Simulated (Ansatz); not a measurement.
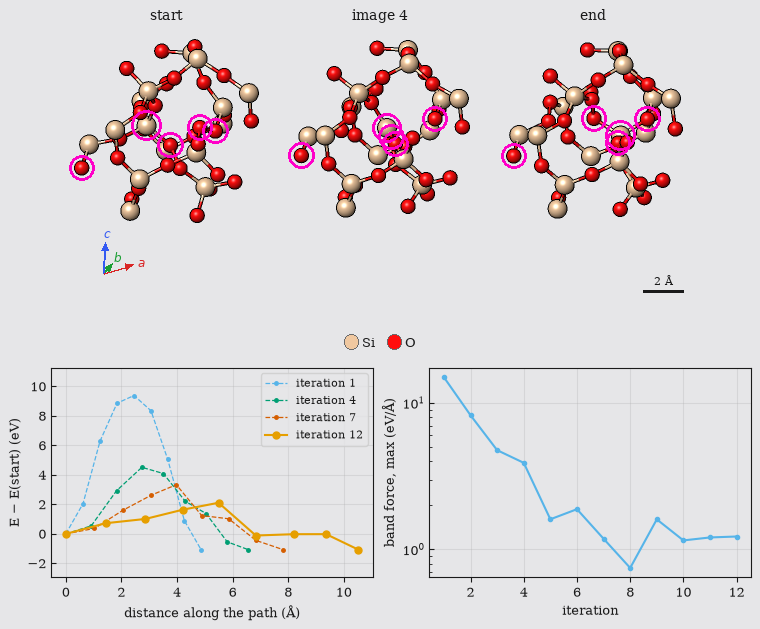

A nudged-elastic-band calculation for SiO2 with a Si vacancy (35 atoms in the cell). Images are numbered from 0 (start) to 8 (end). The plot follows the band through its iterations. Style: ball-and-stick. Shown: the atoms within 4.9 Å of the middle of the path, slightly off an axis. The atoms that move most are ringed. Bonds to atoms that aren't drawn are left out.

Computed with DFT r2SCAN-D3(BJ), scalar-relativistic, plane waves, PAW (Ansatz). Run with plane-wave cutoff 500 eV; k-point mesh 2 × 2 × 2; Gaussian smearing 0.05 eV; 7 movable images; climbing image; force threshold 0.03 eV/Å; iteration limit 12; spring constant 2.0 eV/Å²; starting path by image-dependent pair potential.

Judge this run.

Answer. The result isn't final. The band hadn't converged when the run stopped after 12 iterations. The largest component of the band force went from 15 to 1.2 eV/Å. The barrier read from it is provisional: over the last two iterations the highest image moved from 2.53 eV to 2.11 eV. The first iteration put the highest image at 9.39 eV. The energy climbs by 2.11 eV to image 4 and then falls by 3.19 eV, so the end point sits at −1.07 eV.

Limits of the set-up: the periodic images lie only 7.1 Å apart, so the values are limited by the cell's size.

PAW datasets: the set soft_1.
